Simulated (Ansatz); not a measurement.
## A series of single points on ZrSi3

System: ZrSi3 (4 atoms in the cell).
Method: DFT PBEsol, scalar-relativistic, plane waves, PAW, no spin polarisation (Ansatz 0.2.0).

The 6 runs differ only in the geometry, by an even scaling of the cell at fixed fractional positions. The structure was built on a prototype by a generator; it need not be a known phase.

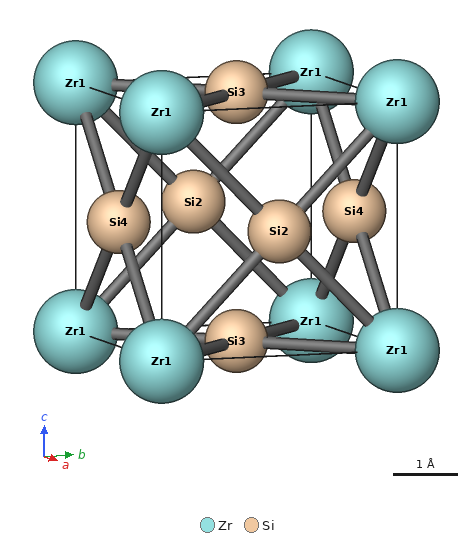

Figure 1. The structure of run 4 (ball-and-stick view of the cell of the calculation, seen slightly off an axis; atoms are numbered from 1 in the order of the input).

### Input of run 4
```yaml
crystal:
  lattice:
    - [3.9753990048, 0.0, 0.0]
    - [0.0, 3.9753990048, 0.0]
    - [0.0, 0.0, 3.9753990048]
  atoms:
    - { symbol: Zr, position: [0.0, 0.0, 0.0] }
    - { symbol: Si, position: [0.0, 0.5, 0.5] }
    - { symbol: Si, position: [0.5, 0.5, 0.0] }
    - { symbol: Si, position: [0.5, 0.0, 0.5] }
basis:
  ecutwfc: 420
  ecutrho_ratio: 4
kpoints:
  mp_grid: { grid: [8, 8, 8] }
hamiltonian:
  xc: pbesol
scf:
  occupations: { method: gaussian, width: 0.05 }
output:
  forces: true
  stress: true
  eigenvalues: true
```

Command:
```bash
ansatz run input.yaml --threads 4 --pin off --max-ram 4096MiB --backend cpu --events-out ev --progress --plain --runs-dir out
```

Run 3 differs from it as follows:
```diff
-    - [3.9753990048, 0.0, 0.0]
-    - [0.0, 3.9753990048, 0.0]
-    - [0.0, 0.0, 3.9753990048]
+    - [3.9507739786, 0.0, 0.0]
+    - [0.0, 3.9507739786, 0.0]
+    - [0.0, 0.0, 3.9507739786]
```

### Results, with one run withheld

| run | volume per atom (Å³) | free energy per atom, from the lowest run given (meV) | pressure (GPa) |
| --- | --- | --- | --- |
| 1 | 14.800 | 8.13 | 5.50 |
| 2 | 15.108 | 0.38 | 2.60 |
| 3 | 15.417 | ? | ? |
| 4 | 15.707 | 0.00 | −2.24 |
| 5 | 15.725 | 0.26 | −2.37 |
| 6 | 16.538 | 26.02 | −7.54 |

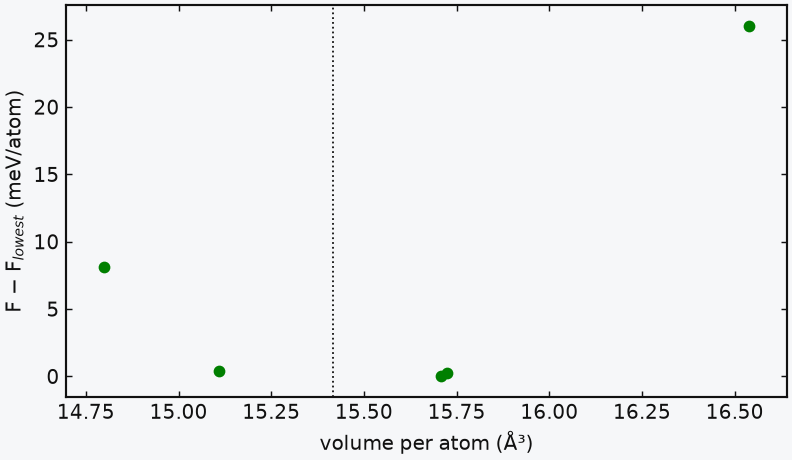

Figure 2. Free energy per atom of the runs given; the dotted line marks run 3.

Fit the runs given and predict run 3.

A cubic polynomial in V^(−2/3) (the Birch–Murnaghan form), fitted to the 5 runs given, misses them by under 0.01 meV per atom. With x = V^(−2/3) − 0.16047 Å⁻², it reads F = −1.5804 − 1009.8 x + 5.1511e+05 x² + 2.6276e+05 x³ (meV per atom). At run 3 it gives −2.07 meV per atom, and the run itself gives −2.07. The slope of the fit gives a pressure −dF/dV of −0.02 GPa there, and the run prints −0.01 GPa. The fit has its minimum at 15.415 Å³ per atom, where V d²F/dV² gives 124 GPa: the bulk modulus at this level, since symmetry fixes the shape and the positions.

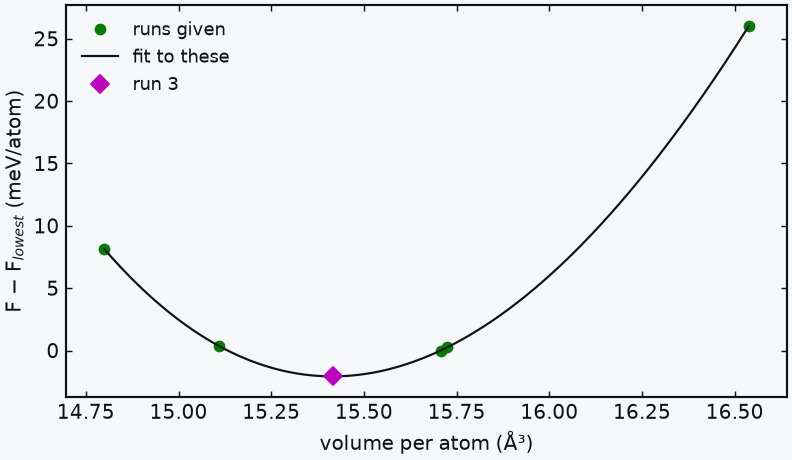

Figure 3. The fit and the withheld run.

### Output, shortened to warnings, some set-up lines, iterations and results (run 3)
```
Basis set: ecut = 420 eV, 1213 PW (Γ), exchange–correlation on 54×54×54 points (8 copies of the dense FFT grid, shifted against one another)
Symmetry: 48 space group operations
k-points: 35 of 512
Initial density: superposition of atomic densities (neutral atoms: chi_scale 0, normalization atom), corrected by the library's trained network
[...]
SCF iter   1: F=—  HF=-5994.119807 eV  |F-HF|=—  |Δ(HF+E_count)|=         —  Δρ=4.21e-3  dr2=2.11e-2  ethr=1.77e-3  ⟨swp⟩=5.6  Hψ=3239  notcnv=0
SCF iter   2: F=—  HF=-5994.115621 eV  |F-HF|=—  |Δ(HF+E_count)|=   4.19e-3  Δρ=2.13e-3  dr2=4.00e-3  ethr=8.78e-5  ⟨swp⟩=1.2  Hψ=848  notcnv=0
SCF iter   3: F=—  HF=-5994.114501 eV  |F-HF|=—  |Δ(HF+E_count)|=   1.12e-3  Δρ=5.48e-4  dr2=2.90e-4  ethr=1.67e-5  ⟨swp⟩=2.3  Hψ=767  notcnv=0
SCF iter   4: F=—  HF=-5994.114416 eV  |F-HF|=—  |Δ(HF+E_count)|=   8.58e-5  Δρ=8.12e-5  dr2=2.68e-6  ethr=1.21e-6  ⟨swp⟩=2.0  Hψ=796  notcnv=0
SCF iter   5: F=—  HF=-5994.114375 eV  |F-HF|=—  |Δ(HF+E_count)|=   4.06e-5  Δρ=1.02e-5  dr2=3.63e-8  ethr=1.12e-8  ⟨swp⟩=2.3  Hψ=919  notcnv=0
SCF iter   6: F=-5994.114375 eV  HF=-5994.114375 eV  |F-HF|=5.68e-10  |Δ(HF+E_count)|=   2.25e-9  Δρ=1.32e-6  dr2=9.56e-10  ethr=1.51e-10  ⟨swp⟩=3.2  Hψ=2079  notcnv=0
SCF 1 converged in 6 iterations: F = -5994.114375 eV  dr2 = 9.56e-10
SCF converged after 6 iterations
Free energy (F): -5994.114375 eV
Harris-Foulkes:  -5994.114375 eV  (|F-HF|=5.68e-10)
Internal energy: -5994.112254 eV  (E = F + TS)
E sigma→0 (E₀):  -5994.113314 eV
Entropy (-TS):   -0.002121 eV (-0.530 meV/atom)
Fermi energy:    13.226147 eV
--- Per-component energies (eV) ---
  E_band       = -28.862177
  E_kinetic    = 461.549471
  E_local      = -753.091287  (includes V_loc(G=0)·N_el)
  E_nonlocal   = 157.977589
  E_hartree    = 265.109808
  E_xc         = -329.787660
  E_vxc        = -337.716156  (∫ρ·V_xc dr)
  E_paw        = -4395.721644  (= ΣΔE_a)
  E_vpaw       = -87.800645  (= ΣTr[D̂ρ^β])
  E_aug_tail   = 0.000046  (compensation charges beyond the density's cutoff)
  E_ewald      = -1400.408978
  E_core_change = 0.260402  (= ΣΔE_core)
  E_smearing   = -0.002121  (= −TS)
  E_closure    = -0.000000  (closes the sum)
  Σ components = -5994.114375   (vs F -5994.114375, Δ=0.00e0)
--- Forces (eV/Å), atoms counted from 1 ---
  atom   1  Zr    -0.00000000    -0.00000000    -0.00000000
  atom   2  Si    -0.00000000     0.00000000     0.00000000
  atom   3  Si    -0.00000000     0.00000000    -0.00000000
  atom   4  Si    -0.00000000    -0.00000000     0.00000000
  max |Σ_I F_I| component: 1.47e-30 eV/Å
--- Stress (GPa, compression-positive) ---
       -0.009134      -0.000000       0.000000
       -0.000000      -0.009134       0.000000
       -0.000000       0.000000      -0.009134
  P = ⅓ Tr σ = -0.0091 GPa (-0.091 kbar)
```
